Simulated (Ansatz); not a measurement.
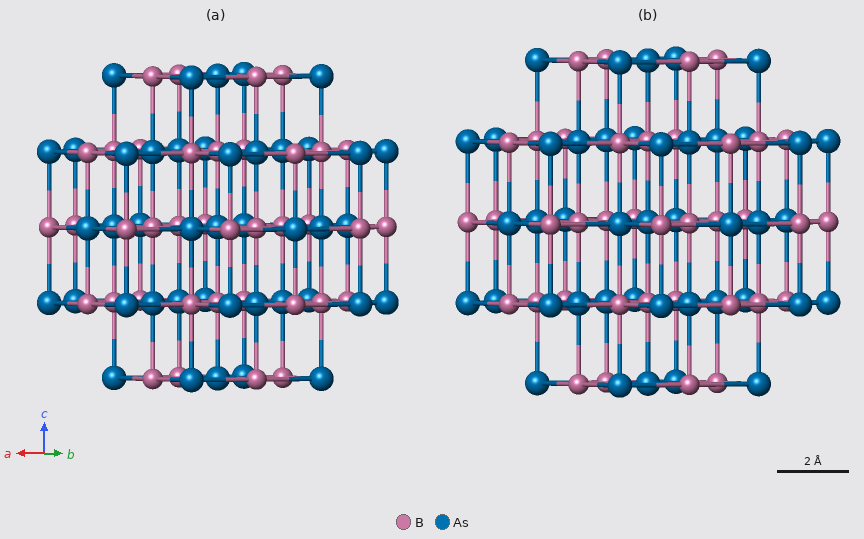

The structure of a crystal of BAs (built on the rocksalt type) before (left) and after (right) a relaxation, at one scale.

The picture is a ball-and-stick view of the conventional cell (4 times the calculation's cell), seen from a free direction. Lengths and directions refer to the drawn axes.

Method: DFT, PBE, plane waves, PAW in Ansatz.

The input:
```yaml
crystal:
  lattice:
    - [0.0, 2.158618, 2.158618]
    - [2.158618, 0.0, 2.158618]
    - [2.158618, 2.158618, 0.0]
  atoms:
    - { symbol: B, position: [0.0, 0.0, 0.0] }
    - { symbol: As, position: [0.5, 0.5, 0.5] }
kpoints:
  mp_grid: { grid: [10, 10, 10] }
hamiltonian:
  xc: pbe
scf:
  occupations: { method: fermi_dirac, width: 0.02 }
relax:
  f_tol: 0.005
  cell: {}
```

Launched with:
```bash
ansatz run input.yaml --threads 2 --pin off --max-ram 2211MiB --backend cpu --events-out ev --progress --plain --runs-dir out
```

Question: Summarise the run.

Answer: Over 5 accepted moves (7 points after the start) the energy falls by 228 meV per atom. All forces vanish by symmetry, so only the cell relaxes. The pressure goes from 39.42 to 0.01 GPa. At 2 points the geometry stayed and the basis and grid were re-selected for the new cell (energy shift of 3.4 meV per atom at most each time). No atom moves by more than 0.005 Å relative to the cell. The volume changes by +21.8 %, with a = b = c 4.317 → 4.611 Å (+6.8 %). Near-neighbour distances that change, for instance: B1–As2 2.159 → 2.305 Å. The space group stays Fm-3m (No. 225).
